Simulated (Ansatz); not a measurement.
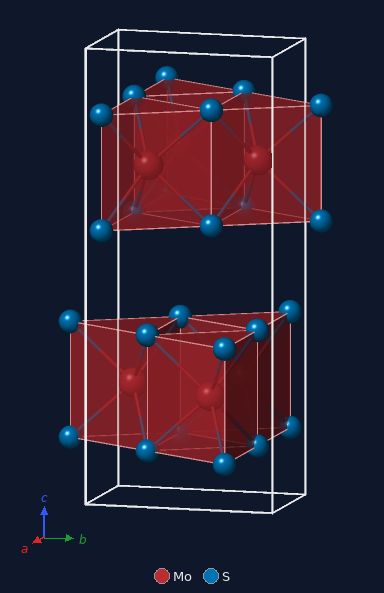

View slightly off an axis, drawn as a polyhedral model. The parallelepiped is the conventional unit cell. Some atoms of the next cells are drawn as well.

MoS₂, space group Cmcm (No. 63), a = 3.173 Å, b = 5.237 Å, c = 12.436 Å, α = 90.00°, β = 90.00°, γ = 90.00°. It goes back to a structure listed in the Materials Project. The cell was then strained or its atoms displaced on purpose. A calculation with Ansatz used it as input.

This one geometry was computed with Ansatz (DFT, plane waves, PAW) at three levels of theory: r2SCAN, PBE and HSE06.

Question: Which level gives the highest pressure at this volume, and what does that say about its equilibrium volume?

Answer: Highest: PBE (7.8 GPa), which points to the largest equilibrium volume. Lowest, with the smallest volume: HSE06 (2.9 GPa). Levels within 0.5 GPa of each other can't be told apart.

Question: How does the band gap change with the level of theory?

Answer: PBE: a gap of 0.97 eV, indirect; r2SCAN: a gap of 1.09 eV, indirect; HSE06: a gap of 1.54 eV, indirect.

Question: Collect the results in a table.

Answer:
| level | cutoff (eV) | k-mesh of the run's cell | gap (eV) | pressure (GPa) |
| --- | --- | --- | --- | --- |
| r2SCAN | 500 | 12×12×2 | 1.09 | 6.7 |
| PBE | 420 | 12×12×2 | 0.97 | 7.8 |
| HSE06 | 420 | 6×6×2 | 1.54 | 2.9 |

Gaps are taken on the k-mesh or band path of each run.
